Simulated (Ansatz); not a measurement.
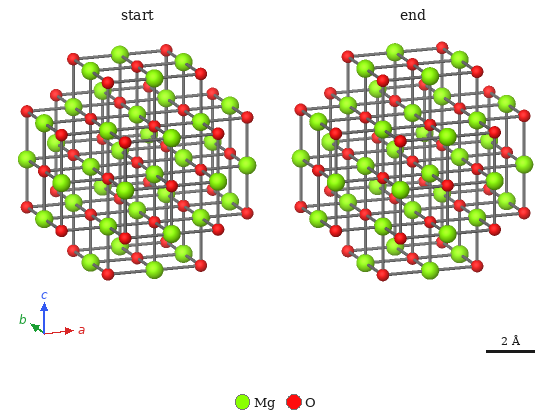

The structure of a crystal of MgO (set up in Fm-3m) before (left) and after (right) a relaxation, at one scale.

The picture is a ball-and-stick view of the conventional cell (4 times the calculation's cell), seen slightly off an axis. Lengths and directions refer to the drawn axes.

Level of theory: Ansatz, DFT PBE, scalar-relativistic, plane waves, PAW. (plane-wave cutoff 420 eV; k-point mesh 10 × 10 × 10; occupations gaussian; smearing width 0.02 eV; no spin polarisation; cell and atoms relaxed; force threshold 0.005 eV/Å; at most 80 steps)

### What changed between the two?

The atoms keep their places relative to the cell (all moves are under 0.005 Å). Cell: a = b = c 4.194 → 4.254 Å (+1.4 %). Volume +4.3 %. Near-neighbour distances that change, for instance: Mg–O 2.097 → 2.127 Å. The space group stays Fm-3m (No. 225). The energy falls by 8.3 meV per atom in 4 accepted moves (6 points after the start). All forces vanish by symmetry, so only the cell relaxes. The pressure goes from 6.91 to 0.03 GPa. The SCF was repeated twice at an unchanged geometry on a basis and grid sized afresh for the cell, which shifted the energy by 1.8 meV per atom at most.
